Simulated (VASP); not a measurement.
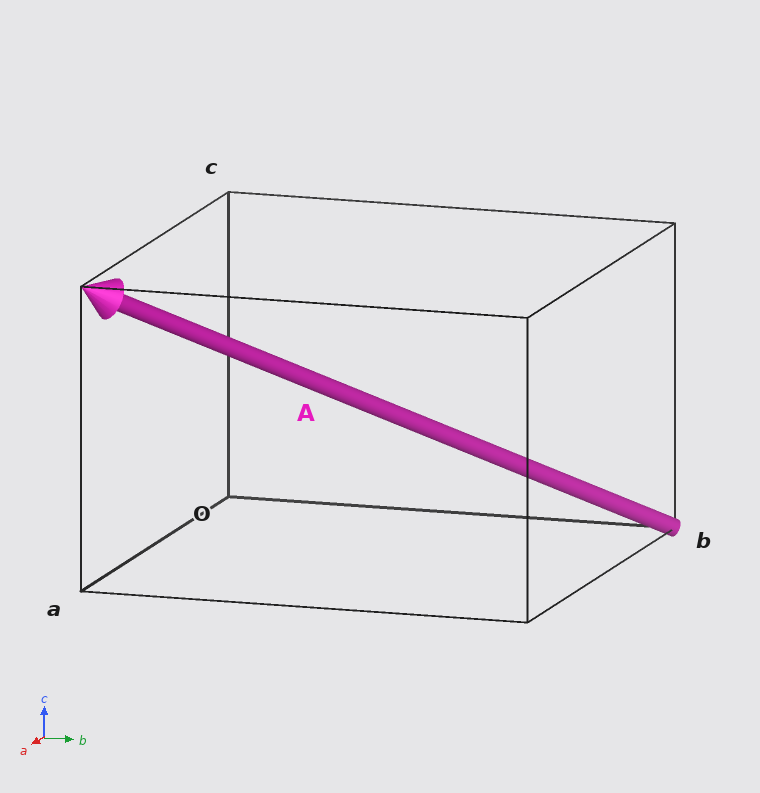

For HfO2, coordinates from a relaxation with VASP, VASP Kohn-Sham DFT of a periodic cell, PBE, VASP PAW PBE potentials, minimal: the arrow starts at a corner of the unit cell and ends on its surface; where a tip isn't a corner, dashed lines run from it parallel to the axes. All values are computed from the atomic coordinates in the standard setting (tolerance 0.002 Å).

a = 4.861 Å, b = 4.861 Å, c = 3.223 Å, α = 90.00°, β = 90.00°, γ = 90.00°.

> Give [uvw] of the arrow.

Arrow A runs from (0, 1, 0) to (1, 0, 1), so [1 −1 1].

> How long is the vector ua + vb + wc?

7.592 Å.

> In No. 136, P4₂/mnm, how many directions are equivalent to A (Laue class 4/mmm, both senses counted)?

8.
